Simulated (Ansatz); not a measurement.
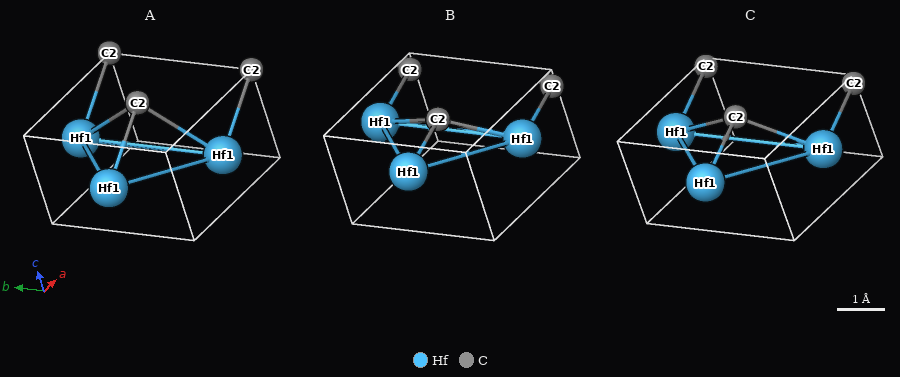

3 geometries from one relaxation of a crystal of HfC (set up in P1), in shuffled order. Style: ball-and-stick. Shown: the conventional cell (2 times the calculation's cell), from a free direction. Lengths and directions refer to the drawn axes.

Case: all C atoms moved 0.8 Å in one direction; relaxed back.

Theory: Ansatz 0.2.0, DFT LDA, scalar-relativistic, plane waves, PAW. Set-up: plane-wave cutoff 420 eV; k-point mesh 12 × 12 × 12; occupations gaussian; smearing width 0.15 eV; no spin polarisation; cell and atoms relaxed; force threshold 0.01 eV/Å; at most 80 steps.

**Put them in the order of the run, from the start to the converged end.**

B, C, A. They are steps 0, 1, 6, at +1310 meV per atom, +378 meV per atom relative to the last. The largest moves, 0.40 Å, are those of Hf1 and C2. C2 goes roughly along [1 0 3]. Largest moves by element: C 0.40 Å, Hf 0.40 Å. The cell stays as it was. Near-neighbour distances that change, for instance: Hf1–C2 2.864 → 2.287 Å, Hf1–C2 (another image) 2.751 → 2.287 Å, Hf1–C2 (another image) 1.880 → 2.287 Å, Hf1–C2 (another image) 1.903 → 2.287 Å. New bonds form: Hf1–C2 (2.75 → 2.29 Å). Bond angles that change, for instance: Hf1–C2–Hf1 147.8° → 180.0°, Hf1–C2–Hf1 117.4° → 90.0°, Hf1–C2–Hf1 69.0° → 90.0°. The space group (tolerance 0.01 Å) goes from P1 (No. 1) to Fm-3m (No. 225). After 5 accepted moves (6 points after the start) the energy has fallen by 1310 meV per atom. Largest force component: 4.7 eV/Å at the start, 0.0001 eV/Å at the end. The pressure goes from 51.35 to −0.04 GPa. At 1 point the geometry stayed and the basis and grid were re-selected for the new cell (energy shift of less than 0.05 meV per atom at most each time). Cost: 3.2 min on 1 thread of Intel(R) Xeon(R) 6975P-C (Granite Rapids), with other jobs on the host, peak memory 0.77 GiB.
